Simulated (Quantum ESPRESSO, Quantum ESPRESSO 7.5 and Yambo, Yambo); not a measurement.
# A GW chain in Yambo: As (buckled honeycomb monolayer)

Wanted: ground state, empty states, screening and self-energy for As (buckled honeycomb monolayer).

Calculated with Quantum ESPRESSO 7.5 and Yambo 5.3.0; PBE and many-body steps on it, plane waves.

## Step 1: The starting structure

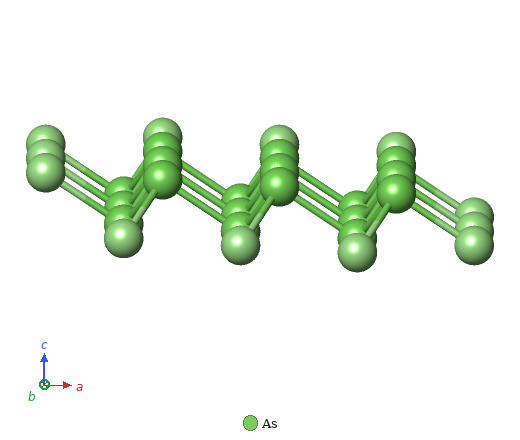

Start, viewed nearly edge on; arsenic green. 3×3×1 cells are drawn. Some periodic images of atoms are drawn too.

The cell holds 2 atoms: 2 As. Cell: a = 3.611 Å, b = 3.611 Å, c = 14.000 Å, α = 90.0°, β = 90.0°, γ = 120.0°. Vacuum lies along c.

The structure was relaxed with PBE. The runs that relaxed it are not among those shown.

## Step 2: Ground state

This step: Quantum ESPRESSO 7.5; DFT, PBE, plane waves, norm-conserving pseudopotentials.

The ground-state density comes first.

The input, pw.in:

```
&control
  calculation = 'scf'
  prefix = 'x'
  outdir = 'o'
  pseudo_dir = 'pseudo'
/
&system
  ibrav = 0
  nat = 2
  ntyp = 1
  ecutwfc = 100.0
  nbnd = 28
  force_symmorphic = .true.
/
&electrons
  conv_thr = 1e-10
  electron_maxstep = 80
  mixing_beta = 0.5
/
ATOMIC_SPECIES
  As 74.922 As.upf
CELL_PARAMETERS angstrom
  3.6112698141 -0.0000000000 0.0000000000
  -1.8056349070 3.1274513989 0.0000000000
  0.0000000000 0.0000000000 14.0000000000
ATOMIC_POSITIONS crystal
  As 0.3333333333 0.6666666667 0.4503483115
  As 0.6666666667 0.3333333333 0.5496516885
K_POINTS automatic
  12 12 1 0 0 0
```

Command:

```
> OMP_NUM_THREADS=1 mpirun -n 8 pw.x -nk 8 -in pw.in > pw.out
```

Log:

```text
Program PWSCF v.7.5 starts

     This program is part of the open-source Quantum ESPRESSO suite
     for quantum simulation of materials; please cite
         "P. Giannozzi et al., J. Phys.:Condens. Matter 21 395502 (2009);
         "P. Giannozzi et al., J. Phys.:Condens. Matter 29 465901 (2017);
         "P. Giannozzi et al., J. Chem. Phys. 152 154105 (2020);
     in publications or presentations arising from this work. More details at
     Message from routine setup:
     using ibrav=0 with symmetry is DISCOURAGED, use correct ibrav instead

     G-vector sticks info

     bravais-lattice index     =            0
     lattice parameter (alat)  =       6.8243  a.u.
     unit-cell volume          =    1067.0263 (a.u.)^3
     number of atoms/cell      =            2
     number of atomic types    =            1
     number of electrons       =        46.00
     number of Kohn-Sham states=           28
     kinetic-energy cutoff     =     100.0000  Ry
     charge density cutoff     =     400.0000  Ry
     scf convergence threshold =      1.0E-10
     mixing beta               =       0.5000
     number of iterations used =            8  plain     mixing
     Exchange-correlation= PBE
                           (   1   4   3   4   0   0   0)

     celldm(1)=   6.824311  celldm(2)=   0.000000  celldm(3)=   0.000000
     celldm(4)=   0.000000  celldm(5)=   0.000000  celldm(6)=   0.000000

     crystal axes: (cart. coord. in units of alat)
               a(1) = (   1.000000  -0.000000   0.000000 )
               a(2) = (  -0.500000   0.866025   0.000000 )
               a(3) = (   0.000000   0.000000   3.876753 )

     reciprocal axes: (cart. coord. in units 2 pi/alat)
               b(1) = (  1.000000  0.577350 -0.000000 )
               b(2) = (  0.000000  1.154701 -0.000000 )
               b(3) = ( -0.000000 -0.000000  0.257948 )
     Pseudo is Norm-conserving + core correction, Zval = 23.0
     Generated using ONCVPSP code by D. R. Hamann
     Using radial grid of 1358 points,  6 beta functions with:
     As               23.00    74.92200     As( 1.00)

     12 Sym. Ops., with inversion, found

   Cartesian axes

     site n.     atom                  positions (alat units)
         1        As     tau(   1) = (  -0.0000000   0.5773503   1.7458890  )
         2        As     tau(   2) = (   0.5000000   0.2886751   2.1308637  )

     number of k points=    19
                       cart. coord. in units 2pi/alat
        k(    1) = (   0.0000000   0.0000000   0.0000000), wk =   0.0138889
        k(    2) = (   0.0000000   0.0962250   0.0000000), wk =   0.0833333
        k(    3) = (   0.0000000   0.1924501   0.0000000), wk =   0.0833333
        k(    4) = (   0.0000000   0.2886751   0.0000000), wk =   0.0833333
        k(    5) = (   0.0000000   0.3849002   0.0000000), wk =   0.0833333
        k(    6) = (   0.0000000   0.4811252   0.0000000), wk =   0.0833333
        k(    7) = (   0.0000000  -0.5773503   0.0000000), wk =   0.0416667
        k(    8) = (   0.0833333   0.1443376   0.0000000), wk =   0.0833333
        k(    9) = (   0.0833333   0.2405626   0.0000000), wk =   0.1666667
        k(   10) = (   0.0833333   0.3367877   0.0000000), wk =   0.1666667
     [... 7 further rows ...]
        k(   18) = (   0.2500000   0.5292377   0.0000000), wk =   0.1666667
        k(   19) = (   0.3333333   0.5773503   0.0000000), wk =   0.0277778

     Dense  grid:   144181 G-vectors     FFT dimensions: (  45,  45, 180)

     Initial potential from superposition of free atoms

     starting charge      45.9995, renormalised to      46.0000
     Starting wfcs are   26 randomized atomic wfcs +    2 random wfcs

     per-process dynamical memory:   104.0 Mb

     Self-consistent Calculation

     iteration #  1     ecut=   100.00 Ry     beta= 0.50

     Threshold (ethr) on eigenvalues was too large:
     Diagonalizing with lowered threshold

     total energy              =   -1221.02029920 Ry
     estimated scf accuracy    <       0.02090100 Ry

     iteration #  2     ecut=   100.00 Ry     beta= 0.50

     total energy              =   -1221.02048189 Ry
     estimated scf accuracy    <       0.00369591 Ry

     iteration #  3     ecut=   100.00 Ry     beta= 0.50

     total energy              =   -1221.02065685 Ry
     estimated scf accuracy    <       0.00007853 Ry

     iteration #  4     ecut=   100.00 Ry     beta= 0.50

     total energy              =   -1221.02066274 Ry
     estimated scf accuracy    <       0.00000731 Ry

     iteration #  5     ecut=   100.00 Ry     beta= 0.50

     total energy              =   -1221.02066348 Ry
     estimated scf accuracy    <       0.00000016 Ry

     iteration #  6     ecut=   100.00 Ry     beta= 0.50

     total energy              =   -1221.02066351 Ry
     estimated scf accuracy    <       0.00000002 Ry

     iteration #  7     ecut=   100.00 Ry     beta= 0.50

     total energy              =   -1221.02066352 Ry
     estimated scf accuracy    <          6.9E-10 Ry

     iteration #  8     ecut=   100.00 Ry     beta= 0.50

     total energy              =   -1221.02066352 Ry
     estimated scf accuracy    <          1.4E-10 Ry

     iteration #  9     ecut=   100.00 Ry     beta= 0.50

     End of self-consistent calculation

          k = 0.0000 0.0000 0.0000 ( 18001 PWs)   bands (ev):

  -185.6156-185.6150-129.0136-129.0136-129.0112-129.0112-128.9556-128.9535
   -36.0724 -36.0724 -36.0393 -36.0393 -35.9786 -35.9637 -35.9637 -35.9205
   -35.9088 -35.9088 -14.3315  -8.0643  -1.4310  -0.9090  -0.9090   1.0392
     2.5909   2.5909   3.6642   3.9630

          k = 0.0000 0.0962 0.0000 ( 17967 PWs)   bands (ev):

  -185.6156-185.6150-129.0136-129.0136-129.0112-129.0112-128.9555-128.9536
   -36.0724 -36.0707 -36.0387 -36.0376 -35.9790 -35.9647 -35.9629 -35.9216
   -35.9106 -35.9089 -14.2398  -8.0534  -1.7899  -1.3879  -1.1128   1.6568
     2.4756   2.7994   3.7775   4.0984

          k = 0.0000 0.1925 0.0000 ( 17989 PWs)   bands (ev):

  -185.6155-185.6151-129.0136-129.0135-129.0113-129.0112-128.9554-128.9537
   -36.0722 -36.0658 -36.0366 -36.0330 -35.9799 -35.9678 -35.9608 -35.9255
   -35.9150 -35.9092 -13.9675  -8.0679  -3.0918  -1.5658  -1.2975   1.3573
     3.1454   3.2110   4.0967   4.4631

          k = 0.0000 0.2887 0.0000 ( 18001 PWs)   bands (ev):

     [... further k-points ...]

     highest occupied, lowest unoccupied level (ev):    -0.9090    0.7366

!    total energy              =   -1221.02066352 Ry
     estimated scf accuracy    <          3.3E-12 Ry

     The total energy is the sum of the following terms:
     one-electron contribution =   -2893.35697663 Ry
     hartree contribution      =    1397.79642297 Ry
     xc contribution           =    -110.50593699 Ry
     ewald contribution        =     385.04582713 Ry

     convergence has been achieved in   9 iterations

     XML data file, charge density, pseudopotentials, collected wavefunctions

=------------------------------------------------------------------------------=
   JOB DONE.
=------------------------------------------------------------------------------=
```

The job ended after 28 s (8 MPI ranks of Arm Neoverse V1, shared host; peak memory 1.4 GiB; 3.8 min of CPU time).

Numbers from this step:

- total energy: -16612.8324 eV
- gap: 1.646 eV
- k of the valence top: 0, 0, 0
- k of the conduction bottom: 0, 0.3333, 0
- least direct gap: 1.948 eV

The gap is indirect, with the least direct gap 0.30 eV higher.

## Step 3: Bands along the symmetry lines

The cheap functional maps the bands first; the places of the edges decide which points the dearer methods must see.

The input, pw.in:

```
&control
  calculation = 'bands'
  prefix = 'x'
  outdir = 'o'
  pseudo_dir = 'pseudo'
/
&system
  ibrav = 0
  nat = 2
  ntyp = 1
  ecutwfc = 100.0
  nbnd = 29
  force_symmorphic = .true.
/
&electrons
  conv_thr = 1e-9
  electron_maxstep = 80
  diago_full_acc = .true.
  diago_thr_init = 5e-6
/
ATOMIC_SPECIES
  As 74.922 As.upf
CELL_PARAMETERS angstrom
  3.6112698141 -0.0000000000 0.0000000000
  -1.8056349070 3.1274513989 0.0000000000
  0.0000000000 0.0000000000 14.0000000000
ATOMIC_POSITIONS crystal
  As 0.3333333333 0.6666666667 0.4503483115
  As 0.6666666667 0.3333333333 0.5496516885
K_POINTS crystal
  25
  0.00000000 0.00000000 0.00000000 1
  0.06250000 0.00000000 0.00000000 1
  0.12500000 0.00000000 0.00000000 1
  0.18750000 0.00000000 0.00000000 1
  0.25000000 0.00000000 0.00000000 1
  0.31250000 0.00000000 0.00000000 1
  0.37500000 0.00000000 0.00000000 1
  0.43750000 0.00000000 0.00000000 1
  0.50000000 0.00000000 0.00000000 1
  0.47916667 0.04166667 0.00000000 1
  0.45833333 0.08333333 0.00000000 1
  0.43750000 0.12500000 0.00000000 1
  0.41666666 0.16666666 0.00000000 1
  0.39583333 0.20833333 0.00000000 1
  0.37500000 0.25000000 0.00000000 1
  0.35416666 0.29166666 0.00000000 1
  0.33333333 0.33333333 0.00000000 1
  0.29166666 0.29166666 0.00000000 1
  0.25000000 0.25000000 0.00000000 1
  0.20833333 0.20833333 0.00000000 1
  0.16666666 0.16666666 0.00000000 1
  0.12500000 0.12500000 0.00000000 1
  0.08333333 0.08333333 0.00000000 1
  0.04166667 0.04166667 0.00000000 1
  0.00000000 0.00000000 0.00000000 1
```

Log:

```text
[banner, memory and clock lines left out]
Program PWSCF v.7.5 starts

     Atomic positions and unit cell read from directory:
     o/x.save/

     Message from routine setup:
     using ibrav=0 with symmetry is DISCOURAGED, use correct ibrav instead

     G-vector sticks info

     bravais-lattice index     =            0
     lattice parameter (alat)  =       6.8243  a.u.
     unit-cell volume          =    1067.0263 (a.u.)^3
     number of atoms/cell      =            2
     number of atomic types    =            1
     number of electrons       =        46.00
     number of Kohn-Sham states=           29
     kinetic-energy cutoff     =     100.0000  Ry
     charge density cutoff     =     400.0000  Ry
     Exchange-correlation= PBE
                           (   1   4   3   4   0   0   0)

     celldm(1)=   6.824311  celldm(2)=   0.000000  celldm(3)=   0.000000
     celldm(4)=   0.000000  celldm(5)=   0.000000  celldm(6)=   0.000000

     crystal axes: (cart. coord. in units of alat)
               a(1) = (   1.000000  -0.000000   0.000000 )
               a(2) = (  -0.500000   0.866025   0.000000 )
               a(3) = (   0.000000   0.000000   3.876753 )

     reciprocal axes: (cart. coord. in units 2 pi/alat)
               b(1) = (  1.000000  0.577350 -0.000000 )
               b(2) = (  0.000000  1.154701 -0.000000 )
               b(3) = ( -0.000000 -0.000000  0.257948 )
     Pseudo is Norm-conserving + core correction, Zval = 23.0
     Generated using ONCVPSP code by D. R. Hamann
     Using radial grid of 1358 points,  6 beta functions with:
     As               23.00    74.92200     As( 1.00)

     12 Sym. Ops., with inversion, found

   Cartesian axes

     site n.     atom                  positions (alat units)
         1        As     tau(   1) = (  -0.0000000   0.5773503   1.7458890  )
         2        As     tau(   2) = (   0.5000000   0.2886751   2.1308637  )

     number of k points=    25
                       cart. coord. in units 2pi/alat
        k(    1) = (   0.0000000   0.0000000   0.0000000), wk =   0.0800000
        k(    2) = (   0.0625000   0.0360844   0.0000000), wk =   0.0800000
        k(    3) = (   0.1250000   0.0721688   0.0000000), wk =   0.0800000
[...]
[... 13 further rows ...]
        k(   24) = (   0.0416667   0.0721688   0.0000000), wk =   0.0800000
        k(   25) = (   0.0000000   0.0000000   0.0000000), wk =   0.0800000

     Dense  grid:   144181 G-vectors     FFT dimensions: (  45,  45, 180)

     The potential is recalculated from file :
     o/x.save/charge-density

     Starting wfcs are   26 randomized atomic wfcs +    3 random wfcs

     Band Structure Calculation

     End of band structure calculation

          k = 0.0000 0.0000 0.0000 ( 18001 PWs)   bands (ev):

  -185.6156-185.6150-129.0136-129.0136-129.0112-129.0112-128.9556-128.9535
   -36.0724 -36.0724 -36.0393 -36.0393 -35.9786 -35.9637 -35.9637 -35.9205
   -35.9088 -35.9088 -14.3315  -8.0643  -1.4310  -0.9090  -0.9090   1.0392
     2.5909   2.5909   3.6642   3.9630   5.6607

          k = 0.0625 0.0361 0.0000 ( 17973 PWs)   bands (ev):

  -185.6156-185.6150-129.0136-129.0136-129.0112-129.0112-128.9556-128.9536
   -36.0724 -36.0714 -36.0389 -36.0384 -35.9788 -35.9643 -35.9632 -35.9211
[...]
2.4820   2.7140   3.7291   4.0390   5.7178

          k = 0.1250 0.0722 0.0000 ( 17969 PWs)   bands (ev):

  -185.6156-185.6150-129.0136-129.0135-129.0113-129.0112-128.9555-128.9536
[...]
2.7527   3.0028   3.9120   4.2645   5.8474

[...]
k = 0.0417 0.0722 0.0000 ( 17975 PWs)   bands (ev):

  -185.6156-185.6150-129.0136-129.0136-129.0112-129.0112-128.9555-128.9536
[...]
2.4158   2.7827   3.7499   4.0647   5.7345

          k = 0.0000 0.0000 0.0000 ( 18001 PWs)   bands (ev):

  -185.6156-185.6150-129.0136-129.0136-129.0112-129.0112-128.9556-128.9535
   -36.0724 -36.0724 -36.0393 -36.0393 -35.9786 -35.9637 -35.9637 -35.9205
   -35.9088 -35.9088 -14.3315  -8.0643  -1.4310  -0.9090  -0.9090   1.0392
     2.5909   2.5909   3.6642   3.9630   5.6607

     XML data file, pseudopotentials, collected wavefunctions
```

Wall time 10 s (8 MPI ranks); peak memory 1.2 GiB; 80 s of CPU time.

This step gave:

```
gap                        : 1.630 eV
k of the valence top       : 0, 0, 0
k of the conduction bottom : 0.3125, 0, 0
least direct gap           : 1.948 eV
```

The gap is 1.630 eV, −0.015 eV from the run before at this level.

The electronic bands at the labelled points (eV, zero at the top of the highest filled band):

```csv
point,band 20,band 21,band 22,band 23,band 24,band 25,band 26,band 27
Γ,-7.16,-0.52,0.00,0.00,1.95,3.50,3.50,4.57
M,-9.08,-3.38,-1.86,-1.54,2.00,3.18,4.52,6.29
K,-9.91,-4.32,-1.96,-1.96,2.04,4.59,4.59,8.05
Γ,-7.16,-0.52,0.00,0.00,1.95,3.50,3.50,4.57
```

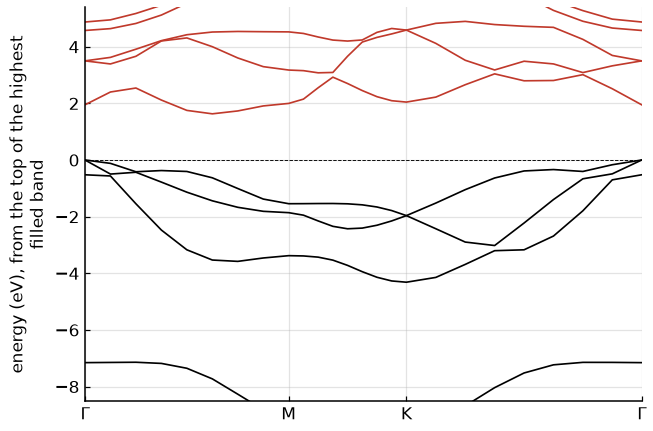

Electronic bands along the path; lines of filled and empty bands in two colours.

## Step 4: Empty states on the mesh, 9×9×1 mesh, 74 bands

The sums over transitions need many empty states on a uniform mesh; this step solves for them.

The input, pw.in:

```
&control
  calculation = 'nscf'
  prefix = 'x'
  outdir = 'o'
  pseudo_dir = 'pseudo'
/
&system
  ibrav = 0
  nat = 2
  ntyp = 1
  ecutwfc = 100.0
  nbnd = 74
  force_symmorphic = .true.
/
&electrons
  conv_thr = 1e-9
  electron_maxstep = 80
  diago_full_acc = .true.
  diago_thr_init = 5e-6
/
ATOMIC_SPECIES
  As 74.922 As.upf
CELL_PARAMETERS angstrom
  3.6112698141 -0.0000000000 0.0000000000
  -1.8056349070 3.1274513989 0.0000000000
  0.0000000000 0.0000000000 14.0000000000
ATOMIC_POSITIONS crystal
  As 0.3333333333 0.6666666667 0.4503483115
  As 0.6666666667 0.3333333333 0.5496516885
K_POINTS automatic
  9 9 1 0 0 0
```

Command:

```
> OMP_NUM_THREADS=1 mpirun -n 8 pw.x -nk 4 -in pw.in > pw.out
```

Log:

```text
[banner, memory and clock lines left out]
Program PWSCF v.7.5 starts

     Atomic positions and unit cell read from directory:
     o/x.save/

     Message from routine setup:
     using ibrav=0 with symmetry is DISCOURAGED, use correct ibrav instead

     bravais-lattice index     =            0
     lattice parameter (alat)  =       6.8243  a.u.
     unit-cell volume          =    1067.0263 (a.u.)^3
     number of atoms/cell      =            2
     number of atomic types    =            1
     number of electrons       =        46.00
     number of Kohn-Sham states=           74
     kinetic-energy cutoff     =     100.0000  Ry
     charge density cutoff     =     400.0000  Ry
     Exchange-correlation= PBE
                           (   1   4   3   4   0   0   0)

     celldm(1)=   6.824311  celldm(2)=   0.000000  celldm(3)=   0.000000
     celldm(4)=   0.000000  celldm(5)=   0.000000  celldm(6)=   0.000000

     crystal axes: (cart. coord. in units of alat)
               a(1) = (   1.000000  -0.000000   0.000000 )
               a(2) = (  -0.500000   0.866025   0.000000 )
               a(3) = (   0.000000   0.000000   3.876753 )

     reciprocal axes: (cart. coord. in units 2 pi/alat)
               b(1) = (  1.000000  0.577350 -0.000000 )
               b(2) = (  0.000000  1.154701 -0.000000 )
               b(3) = ( -0.000000 -0.000000  0.257948 )
     Pseudo is Norm-conserving + core correction, Zval = 23.0
     Generated using ONCVPSP code by D. R. Hamann
     Using radial grid of 1358 points,  6 beta functions with:
     As               23.00    74.92200     As( 1.00)

     12 Sym. Ops., with inversion, found

   Cartesian axes

     site n.     atom                  positions (alat units)
         1        As     tau(   1) = (  -0.0000000   0.5773503   1.7458890  )
         2        As     tau(   2) = (   0.5000000   0.2886751   2.1308637  )

     number of k points=    12
                       cart. coord. in units 2pi/alat
        k(    1) = (   0.0000000   0.0000000   0.0000000), wk =   0.0246914
        k(    2) = (   0.0000000   0.1283001   0.0000000), wk =   0.1481481
        k(    3) = (   0.0000000   0.2566001   0.0000000), wk =   0.1481481
[...]
k(   11) = (   0.2222222   0.5132002   0.0000000), wk =   0.2962963
        k(   12) = (   0.3333333   0.5773503   0.0000000), wk =   0.0493827

     Dense  grid:   144181 G-vectors     FFT dimensions: (  45,  45, 180)

     The potential is recalculated from file :
     o/x.save/charge-density

     Starting wfcs are   26 randomized atomic wfcs +   48 random wfcs

     Band Structure Calculation

     End of band structure calculation

          k = 0.0000 0.0000 0.0000 ( 18001 PWs)   bands (ev):

  -185.6156-185.6150-129.0136-129.0136-129.0112-129.0112-128.9556-128.9535
   -36.0725 -36.0725 -36.0393 -36.0393 -35.9786 -35.9637 -35.9637 -35.9205
   -35.9088 -35.9088 -14.3315  -8.0643  -1.4310  -0.9090  -0.9090   1.0392
     2.5909   2.5909   3.6642   3.9630   5.6607   6.9897   8.2441   9.2675
[...]
25.8928  26.4665

          k = 0.0000 0.1283 0.0000 ( 17971 PWs)   bands (ev):

  -185.6156-185.6150-129.0136-129.0135-129.0113-129.0112-128.9555-128.9536
[...]
25.4427  25.5722

          k = 0.0000 0.2566 0.0000 ( 17997 PWs)   bands (ev):

  -185.6155-185.6151-129.0137-129.0134-129.0114-129.0111-128.9554-128.9537
[...]
20.6098  20.8439  21.1630  21.3875  23.0281  23.1019  23.3039  23.3849
    23.7494  24.0067  24.2375  24.2416  24.5339  24.8078  25.2532  26.1319
    26.1403  26.3797

          k = 0.0000 0.3849 0.0000 ( 18027 PWs)   bands (ev):

     [... further k-points ...]

     highest occupied, lowest unoccupied level (ev):    -0.9090    0.7366

     XML data file, pseudopotentials, collected wavefunctions
```

Wall time 18 s (8 MPI ranks); peak memory 1 GiB; 2.4 min of CPU time.

This step gave:

```
gap                                                           : 1.646 eV
k of the valence top                                          : 0, 0, 0
k of the conduction bottom                                    : 0, 0.3333, 0
least direct gap                                              : 1.948 eV
k points computed                                             : 12
lowest point of the top converged band, above the valence top : 26.48 eV
```

On this mesh the gap is 1.646 eV.

[end of part 1 of 2]

[Paths, hosts, dates, memory and timing lines, banners, echoed tables and standing remarks are left out of the program output.]

[Logs are printed without paths, hosts, clocks, repeated set-up lines and the standing remarks that a program may print on its own settings, such as how far it seeks lower states.]

[Runs of the session that timed out or met a known fault of the program may be left out.]

[Hosts, paths, dates, database ids (printed as entryN), source tags and the programs' standing remarks are cut or masked in the printed files.]
